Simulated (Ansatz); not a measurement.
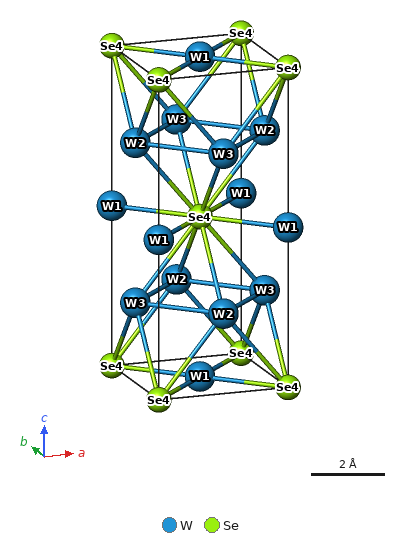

The structure as given in the input (ball-and-stick view of the cell 2 times as large as that of the calculation, set on its symmetry axes, seen slightly off an axis; atoms are numbered from 1 in the order of the input).

# Run report: W₃Se, geometry relaxation (part 1 of 2)

System: W₃Se (I4/mmm, 4 atoms in the cell).
Method: DFT PBE, scalar-relativistic, plane waves, PAW, no spin polarisation (Ansatz 0.2.0).

The structure was built on a prototype by a generator; it need not be a known phase. It belongs to a series of runs on one base structure; here: TiAl3 (D0_22) type (I4/mmm, No. 139). Figures and captions count atoms from 1; the log counts them from 0 in places.

**Input**
```yaml
crystal:
  lattice:
    - [-1.8887362329, 1.8887362329, 4.555736212]
    - [1.8887362329, -1.8887362329, 4.555736212]
    - [1.8887362329, 1.8887362329, -4.555736212]
  atoms:
    - { symbol: W, position: [0.5, 0.5, 0.0] }
    - { symbol: W, position: [0.25, 0.75, 0.5] }
    - { symbol: W, position: [0.75, 0.25, 0.5] }
    - { symbol: Se, position: [0.0, 0.0, 0.0] }
basis:
  ecutwfc: 420
kpoints:
  mp_grid: { grid: [18, 18, 18] }
hamiltonian:
  xc: pbe
scf:
  occupations: { method: gaussian, width: 0.1 }
output:
  forces: true
  stress: true
  eigenvalues: true
  write_density: true
  write_potential: true
  elf: true
  volumetric_format: npy
relax:
  adjacent_minimum: "off"
  f_tol: 0.01
  max_steps: 80
  cell: { stress_tol: 0.05 }
```

Run on 1 thread of Intel Xeon @ 2.50GHz (Skylake/Cascade Lake), 189 GiB of memory available, shared host.

Launched with:
```bash
ansatz run input.yaml --threads 1 --pin off --max-ram 2560MiB --backend cpu --events-out ev --progress --plain --runs-dir out
```

**Log**
```
Engine: ansatz 0.2.0, x86_64-unknown-linux-gnu
Pseudopotentials: kind: paw
Pseudopotential: W, paw, valence charge 14, recommended cutoff 420 eV (normal), W.paw.azcp
Pseudopotential: Se, paw, valence charge 16, recommended cutoff 420 eV (normal), Se.paw.azcp
Functional definition: PBE
  parameter kappa = 0.804
  parameter beta = 0.06672455060314922
  exchange = pbe_x(kappa = kappa, mu = beta*pi^2/3)
  correlation = pbe_c(beta = beta)
Crystal: 4 atoms, lattice volume = 65.007 Å³
Basis set: ecut = 420 eV, 1267 PW (Γ), exchange–correlation on 72×72×72 points (8 copies of the dense FFT grid, shifted against one another)
Bands: 35, of which v1, the nominal top of the filled ones, is band 29 counted from 1 (28 counted from 0)
Symmetry: 16 space group operations
Space group: I4/mmm (ITA 139), of the structure as read, at distance tolerance 4.0e-5 Å
k-points: 480 of 5832
Non-local potential: W, projectors of the file, l = 0: 3, l = 1: 2, l = 2: 2, l = 3: 1
Non-local potential: Se, projectors of the file, l = 0: 2, l = 1: 2, l = 2: 3, l = 3: 1
PAW form: soft (Blöchl's): semilocal exchange-correlation on the pseudo side does not see the compensation charge
PAW one-centre angular grid: W, 590 points (default); XC on 64 Gauss nodes
PAW one-centre angular grid: Se, 590 points (default); XC on 64 Gauss nodes
Initial density: superposition of atomic densities (neutral atoms: chi_scale 0, normalization atom), corrected by the library's trained network
Initial wavefunctions: pseudopotential atomic-orbital guess
Functional: x = pbe(κ = 0.804, μ = 0.2195149727645171), c = pbe(β = 0.06672455060314922)
SCF iter   1: F=—  HF=-36620.391216 eV  |F-HF|=—  |Δ(HF+E_count)|=         —  Δρ=7.46e-3  dr2=3.71e-2  ethr=1.77e-3  ⟨swp⟩=5.1  Hψ=64628  notcnv=0
preconditioner: auto → Kerker (q_TF=auto, 2.677 Å⁻¹)  [metal: Δε(μ)=0.000 eV  Ē_g=6.295 eV  σ=0.100 eV  W_gap=0.00  n_scr=22 (ndim 8)  ℏωp=22.6 eV  f_vac=0.000  D(μ)=3.81/eV (n_scr^D=32)]
SCF iter   2: F=—  HF=-36620.389698 eV  |F-HF|=—  |Δ(HF+E_count)|=   1.52e-3  Δρ=4.22e-3  dr2=1.09e-2  ethr=6.40e-5  ⟨swp⟩=1.0  Hψ=20640  notcnv=0  defer=3
SCF iter   3: F=—  HF=-36620.389411 eV  |F-HF|=—  |Δ(HF+E_count)|=   2.87e-4  Δρ=5.34e-4  dr2=1.54e-4  ethr=1.87e-5  ⟨swp⟩=1.8  Hψ=17208  notcnv=0  defer=3
SCF iter   4: F=—  HF=-36620.389401 eV  |F-HF|=—  |Δ(HF+E_count)|=   9.93e-6  Δρ=1.52e-4  dr2=1.25e-5  ethr=2.66e-7  ⟨swp⟩=2.0  Hψ=28771  notcnv=0  defer=3
SCF iter   5: F=—  HF=-36620.389393 eV  |F-HF|=—  |Δ(HF+E_count)|=   8.03e-6  Δρ=6.76e-5  dr2=1.83e-6  ethr=2.15e-8  ⟨swp⟩=2.0  Hψ=28445  notcnv=0  defer=3
SCF iter   6: F=-36620.389393 eV  HF=-36620.389393 eV  |F-HF|=8.25e-9  |Δ(HF+E_count)|=   5.58e-8  Δρ=1.18e-5  dr2=7.21e-8  ethr=1.72e-10  ⟨swp⟩=9.7  Hψ=112528  notcnv=0
SCF 1 converged in 6 iterations: F = -36620.389393 eV  dr2 = 7.21e-8
  greatest PAW one-centre occupation: 1.000 electrons in one spin orbital (limit 2), on the Se atom at site 3 (counted from 0), in its partial waves of l = 2
relax step   1: F+E_penalty+E_count = -36620.38939285 eV  Δ(F+E_penalty+E_count) = +0.000e0 eV  max|allowed force component| = 2.367e-30 eV/Å  Δτ_max = 0.0000 Å  P = -0.295 GPa  Ω = 65.007 Å³  (6 SCF iters, dr2 threshold 1.00e-7 eV, accepted)
Crystal: 4 atoms, lattice volume = 64.926 Å³
Initial density: handed on by an earlier stage of this run
Initial wavefunctions: those handed on with the density
iter 1 solved again at ethr=1.39e-6 eV; its pass at ethr=3.10e-3 eV (dr2=8.05e-4 eV) is discarded
SCF iter   1: F=—  HF=-36620.390738 eV  |F-HF|=—  |Δ(HF+E_count)|=         —  Δρ=1.02e-3  dr2=9.25e-4  ethr=1.39e-6  ⟨swp⟩=2.6  Hψ=82931  notcnv=0
preconditioner: auto → Kerker (q_TF=auto, 2.677 Å⁻¹)  [metal: Δε(μ)=0.004 eV  Ē_g=6.303 eV  σ=0.100 eV  W_gap=0.02  n_scr=22 (ndim 8)  ℏωp=22.6 eV  f_vac=0.000  D(μ)=3.95/eV (n_scr^D=32)]
SCF iter   2: F=—  HF=-36620.390633 eV  |F-HF|=—  |Δ(HF+E_count)|=   1.05e-4  Δρ=6.14e-4  dr2=3.33e-4  ethr=1.39e-6  ⟨swp⟩=1.0  Hψ=16800  notcnv=0
SCF iter   3: F=—  HF=-36620.390563 eV  |F-HF|=—  |Δ(HF+E_count)|=   6.96e-5  Δρ=6.91e-5  dr2=3.48e-6  ethr=5.75e-7  ⟨swp⟩=1.8  Hψ=18330  notcnv=0
iter 4 did not close the SCF: its close was put off for the readings that it lacked (scf_convergence_deferred on its scf_iter line)
SCF iter   4: F=-36620.390562 eV  HF=-36620.390562 eV  |F-HF|=3.97e-7  |Δ(HF+E_count)|=   1.16e-6  Δρ=2.05e-5  dr2=2.82e-7  ethr=6.00e-9  ⟨swp⟩=2.0  Hψ=29182  notcnv=0
iter 5 did not close the SCF: its close was put off for the readings that it lacked (scf_convergence_deferred on its scf_iter line)
SCF iter   5: F=-36620.390562 eV  HF=-36620.390562 eV  |F-HF|=2.70e-8  |Δ(HF+E_count)|=   1.81e-7  Δρ=8.80e-6  dr2=4.16e-8  ethr=4.87e-10  ⟨swp⟩=2.0  Hψ=29285  notcnv=0
SCF iter   6: F=-36620.390562 eV  HF=-36620.390562 eV  |F-HF|=7.35e-10  |Δ(HF+E_count)|=   1.31e-8  Δρ=2.27e-6  dr2=2.92e-9  ethr=7.18e-11  ⟨swp⟩=5.7  Hψ=104768  notcnv=0
SCF 2 converged in 6 iterations: F = -36620.390562 eV  dr2 = 2.92e-9
relax step   2: F+E_penalty+E_count = -36620.39056197 eV  Δ(F+E_penalty+E_count) = -1.169e-3 eV  max|allowed force component| = 1.301e-18 eV/Å  Δτ_max = 0.0000 Å  P = +0.146 GPa  Ω = 64.926 Å³  energy of the carried Pulay correction = +3.335e-5 eV  (6 SCF iters, dr2 threshold 4.00e-7 eV, accepted)
Crystal: 4 atoms, lattice volume = 65.028 Å³
iter 1 solved again at ethr=6.82e-8 eV; its pass at ethr=3.10e-3 eV (dr2=3.96e-5 eV) is discarded
SCF iter   1: F=—  HF=-36620.390520 eV  |F-HF|=—  |Δ(HF+E_count)|=         —  Δρ=1.41e-4  dr2=3.74e-5  ethr=6.82e-8  ⟨swp⟩=2.0  Hψ=74499  notcnv=0
preconditioner: auto → Kerker (q_TF=auto, 2.677 Å⁻¹)  [metal: Δε(μ)=0.002 eV  Ē_g=6.296 eV  σ=0.100 eV  W_gap=0.01  n_scr=22 (ndim 8)  ℏωp=22.6 eV  f_vac=0.000  D(μ)=3.96/eV (n_scr^D=32)]
SCF iter   2: F=—  HF=-36620.390516 eV  |F-HF|=—  |Δ(HF+E_count)|=   4.64e-6  Δρ=7.91e-5  dr2=1.28e-5  ethr=6.45e-8  ⟨swp⟩=1.3  Hψ=16943  notcnv=0
SCF iter   3: F=—  HF=-36620.390513 eV  |F-HF|=—  |Δ(HF+E_count)|=   3.05e-6  Δρ=1.67e-5  dr2=4.58e-7  ethr=2.21e-8  ⟨swp⟩=2.0  Hψ=21851  notcnv=0
iter 4 did not close the SCF: its close was put off for the readings that it lacked (scf_convergence_deferred on its scf_iter line)
SCF iter   4: F=-36620.390513 eV  HF=-36620.390513 eV  |F-HF|=2.70e-8  |Δ(HF+E_count)|=   1.42e-7  Δρ=7.17e-6  dr2=2.98e-8  ethr=7.89e-10  ⟨swp⟩=2.0  Hψ=29232  notcnv=0
iter 5 did not close the SCF: its close was put off for the readings that it lacked (scf_convergence_deferred on its scf_iter line)
SCF iter   5: F=-36620.390513 eV  HF=-36620.390513 eV  |F-HF|=2.13e-9  |Δ(HF+E_count)|=   1.40e-8  Δρ=2.26e-6  dr2=3.51e-9  ethr=5.15e-11  ⟨swp⟩=2.0  Hψ=29334  notcnv=0
SCF iter   6: F=-36620.390513 eV  HF=-36620.390513 eV  |F-HF|=2.47e-10  |Δ(HF+E_count)|=  5.68e-10  Δρ=4.96e-7  dr2=3.06e-10  ethr=6.05e-12  ⟨swp⟩=5.0  Hψ=88846  notcnv=0
SCF 3 converged in 6 iterations: F = -36620.390513 eV  dr2 = 3.06e-10
relax step   3: F+E_penalty+E_count = -36620.39051259 eV  Δ(F+E_penalty+E_count) = +4.939e-5 eV  max|allowed force component| = 1.301e-18 eV/Å  Δτ_max = 0.0000 Å  P = -0.199 GPa  Ω = 65.028 Å³  energy of the carried Pulay correction = +7.563e-7 eV  (6 SCF iters, dr2 threshold 7.84e-8 eV, rejected (line search))
Crystal: 4 atoms, lattice volume = 64.959 Å³
iter 1 solved again at ethr=2.75e-8 eV; its pass at ethr=3.10e-3 eV (dr2=1.60e-5 eV) is discarded
SCF iter   1: F=—  HF=-36620.390577 eV  |F-HF|=—  |Δ(HF+E_count)|=         —  Δρ=9.40e-5  dr2=1.51e-5  ethr=2.75e-8  ⟨swp⟩=2.1  Hψ=74777  notcnv=0
preconditioner: auto → Kerker (q_TF=auto, 2.677 Å⁻¹)  [metal: Δε(μ)=0.001 eV  Ē_g=6.301 eV  σ=0.100 eV  W_gap=0.01  n_scr=22 (ndim 8)  ℏωp=22.6 eV  f_vac=0.000  D(μ)=3.95/eV (n_scr^D=32)]
SCF iter   2: F=—  HF=-36620.390581 eV  |F-HF|=—  |Δ(HF+E_count)|=   4.39e-6  Δρ=5.30e-5  dr2=5.18e-6  ethr=2.60e-8  ⟨swp⟩=1.6  Hψ=17157  notcnv=0
SCF iter   3: F=—  HF=-36620.390574 eV  |F-HF|=—  |Δ(HF+E_count)|=   7.38e-6  Δρ=1.17e-5  dr2=2.17e-7  ethr=8.94e-9  ⟨swp⟩=2.0  Hψ=21936  notcnv=0
SCF iter   4: F=—  HF=-36620.390574 eV  |F-HF|=—  |Δ(HF+E_count)|=   7.36e-8  Δρ=5.18e-6  dr2=1.49e-8  ethr=3.74e-10  ⟨swp⟩=2.0  Hψ=29259  notcnv=0
SCF iter   5: F=—  HF=-36620.390574 eV  |F-HF|=—  |Δ(HF+E_count)|=   5.84e-9  Δρ=1.47e-6  dr2=1.59e-9  ethr=2.57e-11  ⟨swp⟩=2.0  Hψ=29334  notcnv=0
SCF iter   6: F=—  HF=-36620.390574 eV  |F-HF|=—  |Δ(HF+E_count)|=  2.98e-10  Δρ=3.25e-7  dr2=1.26e-10  ethr=2.75e-12  ⟨swp⟩=2.0  Hψ=22590  notcnv=0
SCF iter   7: F=-36620.390574 eV  HF=-36620.390574 eV  |F-HF|=7.28e-12  |Δ(HF+E_count)|=  3.64e-11  Δρ=5.31e-8  dr2=2.33e-12  ethr=1.00e-12  ⟨swp⟩=6.0  Hψ=73485  notcnv=0
SCF 4 converged in 7 iterations: F = -36620.390574 eV  dr2 = 2.33e-12
relax step   4: F+E_penalty+E_count = -36620.39057390 eV  Δ(F+E_penalty+E_count) = -1.192e-5 eV  max|allowed force component| = 3.550e-30 eV/Å  Δτ_max = 0.0000 Å  P = +0.028 GPa  Ω = 64.959 Å³  energy of the carried Pulay correction = +2.255e-5 eV  (7 SCF iters, accepted)
Initial wavefunctions: pseudopotential atomic-orbital guess (no wavefunctions were taken with the density)
iter 1 solved again at ethr=5.12e-9 eV; its pass at ethr=3.10e-3 eV (dr2=2.97e-6 eV) is discarded
SCF iter   1: F=—  HF=-36620.390553 eV  |F-HF|=—  |Δ(HF+E_count)|=         —  Δρ=1.27e-5  dr2=1.33e-8  ethr=5.12e-9  ⟨swp⟩=4.0  Hψ=117078  notcnv=0
preconditioner: auto → Kerker (q_TF=auto, 2.677 Å⁻¹)  [metal: Δε(μ)=0.002 eV  Ē_g=6.301 eV  σ=0.100 eV  W_gap=0.01  n_scr=22 (ndim 8)  ℏωp=22.6 eV  f_vac=0.000  D(μ)=3.95/eV (n_scr^D=32)]
SCF iter   2: F=—  HF=-36620.390554 eV  |F-HF|=—  |Δ(HF+E_count)|=   2.76e-7  Δρ=6.74e-6  dr2=3.68e-9  ethr=2.30e-11  ⟨swp⟩=2.0  Hψ=21580  notcnv=0
iter 3 did not close the SCF: its close was put off for the readings that it lacked (scf_convergence_deferred on its scf_iter line)
SCF iter   3: F=-36620.390554 eV  HF=-36620.390554 eV  |F-HF|=1.46e-11  |Δ(HF+E_count)|=   3.42e-9  Δρ=3.65e-7  dr2=2.39e-11  ethr=6.35e-12  ⟨swp⟩=3.0  Hψ=30977  notcnv=0
iter 4 did not close the SCF: its close was put off for the readings that it lacked (scf_convergence_deferred on its scf_iter line)
SCF iter   4: F=-36620.390554 eV  HF=-36620.390554 eV  |F-HF|=7.28e-12  |Δ(HF+E_count)|=  2.18e-11  Δρ=5.02e-8  dr2=1.23e-12  ethr=1.00e-12  ⟨swp⟩=1.0  Hψ=16800  notcnv=0
iter 5 did not close the SCF: its close was put off for the readings that it lacked (scf_convergence_deferred on its scf_iter line)
SCF iter   5: F=-36620.390554 eV  HF=-36620.390554 eV  |F-HF|=2.18e-11  |Δ(HF+E_count)|=  7.28e-12  Δρ=2.01e-8  dr2=1.59e-13  ethr=1.00e-12  ⟨swp⟩=1.0  Hψ=16800  notcnv=0
iter 6 did not close the SCF: its close was put off for the readings that it lacked (scf_convergence_deferred on its scf_iter line)
SCF iter   6: F=-36620.390554 eV  HF=-36620.390554 eV  |F-HF|=1.46e-11  |Δ(HF+E_count)|=  2.91e-11  Δρ=6.51e-9  dr2=2.01e-14  ethr=1.00e-12  ⟨swp⟩=1.0  Hψ=16800  notcnv=0
SCF iter   7: F=-36620.390554 eV  HF=-36620.390554 eV  |F-HF|=7.28e-12  |Δ(HF+E_count)|=  2.18e-11  Δρ=1.61e-9  dr2=1.20e-15  ethr=1.00e-12  ⟨swp⟩=3.0  Hψ=52316  notcnv=0
SCF 5 converged in 7 iterations: F = -36620.390554 eV  dr2 = 1.20e-15
relax step   5: F+E_penalty+E_count = -36620.39055361 eV  Δ(F+E_penalty+E_count) = +2.029e-5 eV  max|allowed force component| = 1.065e-29 eV/Å  Δτ_max = 0.0000 Å  P = +0.029 GPa  Ω = 64.959 Å³  stress off target by 4.19e-2 GPa  SCF on the basis re-selected at this cell (its energy is not comparable with the rows above)  (7 SCF iters)
```

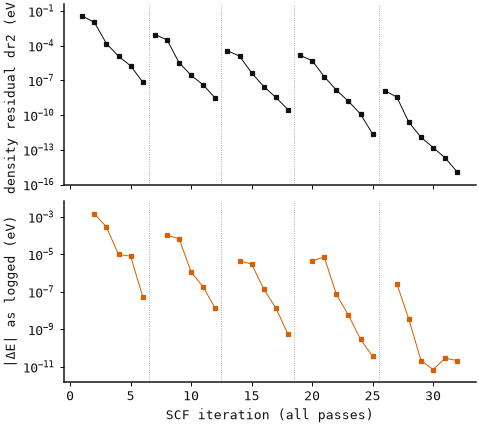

Convergence of the self-consistent field: density residual dr2 and size of the energy change against the SCF iteration. The dotted lines part the SCF passes of the relaxation: geometry steps, rejected trials and re-solves on a re-selected basis. The 5 passes take 6 to 7 iterations each, 32 in all.

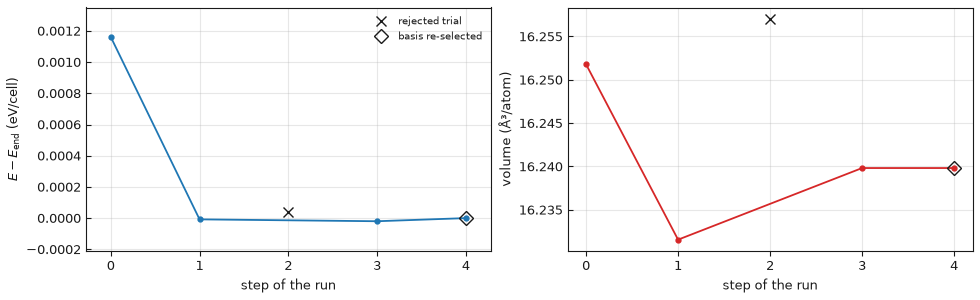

Progress of the relaxation, step by step (the first geometry is step 0 here and step 1 in the log).
